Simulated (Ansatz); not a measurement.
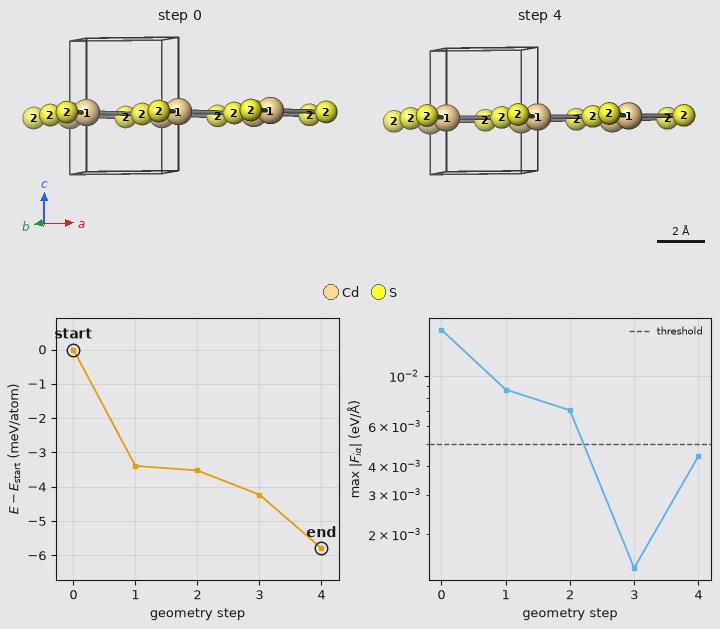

First and last geometry of a relaxation of solid CdS (set up in P3m1), with the history of the run. A ball-and-stick model of the cell of the calculation, repeated 2 × 1 × 1 with one cell outlined, seen from a free direction.

The calculation used DFT r2SCAN, scalar-relativistic, plane waves, PAW in Ansatz 0.2.0.

Input
```yaml
crystal:
  lattice:
    - [4.2611695877, 0.0, 0.0]
    - [-2.1305847939, 3.6902811128, 0.0]
    - [0.0, 0.0, 5.80417294]
  atoms:
    - { symbol: Cd, position: [0.0, 0.0, 0.44269192] }
    - { symbol: S, position: [0.66666667, 0.33333333, 0.43430808] }
basis:
  ecutwfc: 500
kpoints:
  mp_grid: { grid: [9, 9, 6] }
hamiltonian:
  xc: r2scan
scf:
  occupations: { method: gaussian, width: 0.02 }
output:
  forces: true
  stress: true
  eigenvalues: true
relax:
  adjacent_minimum: "off"
  f_tol: 0.005
  max_steps: 80
  cell: { stress_tol: 0.05 }
```

Did the run converge, and what did it change?

Answer. The run was cut off at its time limit before the program reported convergence, but its last step already meets the force threshold: the largest component is 0.0044 eV/Å against 0.005 eV/Å. The pressure is within 0.05 GPa of its target. Over 4 geometry steps the energy falls by 5.8 meV per atom. The largest force component goes from 0.016 to 0.0044 eV/Å. The pressure goes from −0.84 to −0.05 GPa. The largest moves relative to the cell, 0.040 Å, are those of Cd1 and S2. Cd1 goes along −c. Largest moves by element: Cd 0.040 Å, S 0.040 Å. The drawn cell changes as follows: a = b 4.261 → 4.223 Å (−0.9 %), c 5.804 → 5.369 Å (−7.5 %); the volume changes by −9.2 %. Some distances before and after: Cd1–S2 2.461 → 2.438 Å. The space group stays P3m1 (No. 156). The run took about 3 core-minutes on a shared host.

```
step  E − E(0), meV/atom  largest force component, eV/Å  pressure, GPa  volume, Å³/atom
   0                0.00                         0.0160          -0.84           45.635
   1               -3.39                         0.0087          -0.11           44.798
   2               -3.52                         0.0071          -0.01           44.598
   3               -4.23                         0.0014          -0.03           43.634
   4               -5.79                         0.0044          -0.05           41.452
```
